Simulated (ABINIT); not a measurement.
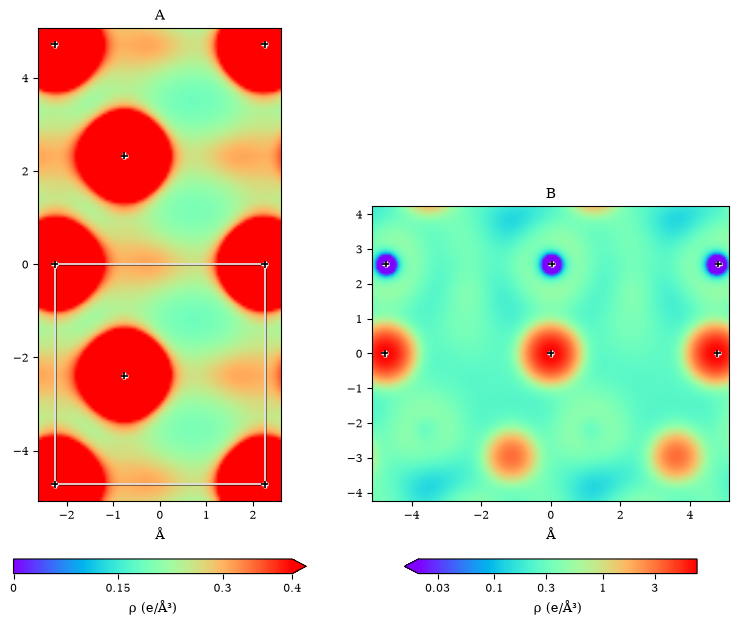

The valence pseudo-density of 2 systems, each on a plane through atoms (crosses mark nuclei in the plane).

The calculation used Kohn-Sham DFT of a periodic cell, PBE, JTH PAW PBE v2.0 (ABINIT 10.8.3).

System 1: TaSi2, the (011) plane of the conventional cell. Space group P1; not relaxed (largest force 1.4 eV/Å); computed pressure about 4 GPa in this cell.

```
CELL_PARAMETERS angstrom
4.78000 0.00000 0.00000
-2.39000 4.13960 0.00000
0.00000 0.00000 6.56400
ATOMIC_POSITIONS crystal
Ta 0.99941 0.49896 0.16585
Ta 0.49042 0.50134 0.83010
Ta 0.50910 0.99530 0.50026
Si 0.34901 0.17613 0.16807
Si 0.17487 0.83739 0.83704
Si 0.82396 0.65499 0.49773
Si 0.65742 0.82806 0.17320
Si 0.84080 0.16120 0.83140
Si 0.16132 0.32866 0.49610
```

System 2: V, the (010) plane of the standardised cell. Space group P-1; a structure from a database of computed crystals, not necessarily the ambient phase; spin-polarised.

```yaml
crystal:
  lattice:
    - [3.90644, -2.25538, 0.00000]
    - [1.30215, 2.25538, 0.00000]
    - [0.00000, 0.00000, 4.72334]
  atoms:
    - { symbol: V, position: [0.83665, 0.00000, 0.25298] }
    - { symbol: V, position: [0.33665, 0.50000, 0.25298] }
    - { symbol: V, position: [0.66639, 0.49696, 0.74702] }
    - { symbol: V, position: [0.16639, 0.99696, 0.74702] }
```

> Which map belongs to which system?

Panel A is system 2, V: the plane holds V. V–V (2.77 Å): the density is about 0.24 e/Å³ at the midpoint. Panel B is system 1, TaSi2: the plane holds Ta and Si. Ta–Si (2.57 Å): ρ is about 0.41 e/Å³ halfway.
